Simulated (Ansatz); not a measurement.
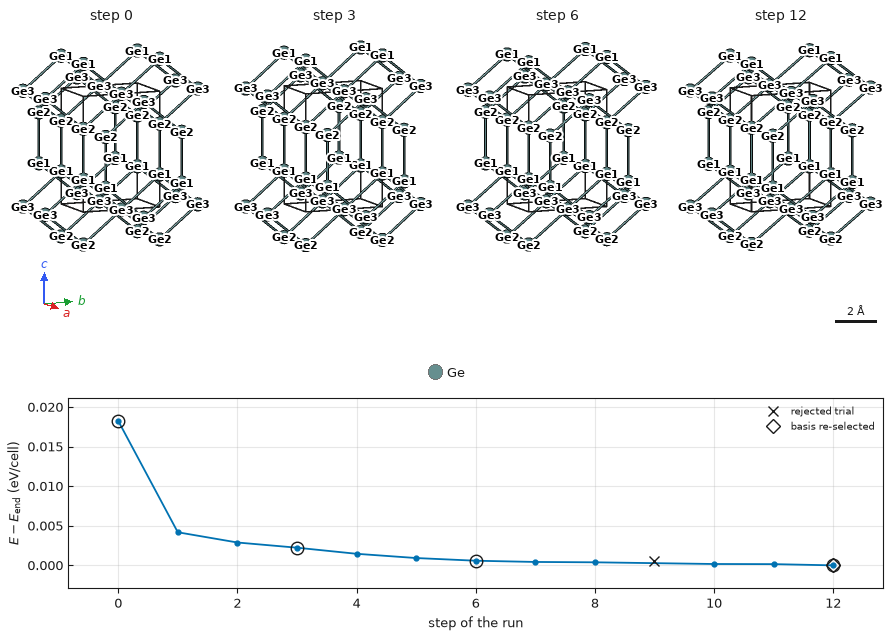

Frames of a relaxation of crystalline Ge (a generated structure, set up in Pmmm), marked on the history of the run. Style: ball-and-stick. Shown: the cell of the calculation, slightly off an axis.

Computed with DFT PBE, scalar-relativistic, plane waves, PAW in Ansatz 0.2.0. (plane-wave cutoff 420 eV; k-point mesh 16 × 12 × 8; occupations gaussian; smearing width 0.1 eV; no spin polarisation; cell and atoms relaxed; force threshold 0.01 eV/Å; at most 80 steps)

### What happens along the run?

The largest moves relative to the cell, 0.019 Å, are those of Ge1 and Ge2. Ge1 goes along −c. The drawn cell changes as follows: a 2.790 → 2.685 Å (−3.7 %), b 4.113 → 4.284 Å (+4.2 %), c 5.809 → 5.827 Å (+0.3 %); the volume changes by +0.6 %. Some distances before and after: Ge1–Ge1 2.790 → 2.685 Å, Ge1–Ge3 2.623 → 2.682 Å, Ge1–Ge2 2.553 → 2.599 Å. Among the angles between lasting bonds that change: Ge3–Ge1–Ge3 103.3° → 106.0°, Ge1–Ge3–Ge2 76.7° → 74.0°. The space group stays Pmmm (No. 47). After 10 accepted moves (12 points after the start) the energy has fallen by 18.2 meV per cell of the calculation. Largest force component: 0.026 eV/Å at the start, 0.0018 eV/Å at the end. Pressure: 0.20 GPa at the start and 0.00 GPa at the end. The line search rejected the trial step at point 9 of the run. The SCF was repeated once at an unchanged geometry on a basis and grid sized afresh for the cell, which shifted the energy by 0.2 meV per cell of the calculation at most. The run took 6 min on 1 thread of Arm Neoverse V2, on a shared host, peak memory 0.65 GiB. From step 0 to 3: volume −0.1 %, energy −16.0 meV per cell of the calculation. From step 3 to 6: volume +0.3 %, energy −1.6 meV per cell of the calculation. From step 6 to 12: volume +0.4 %, energy −0.6 meV per cell of the calculation.
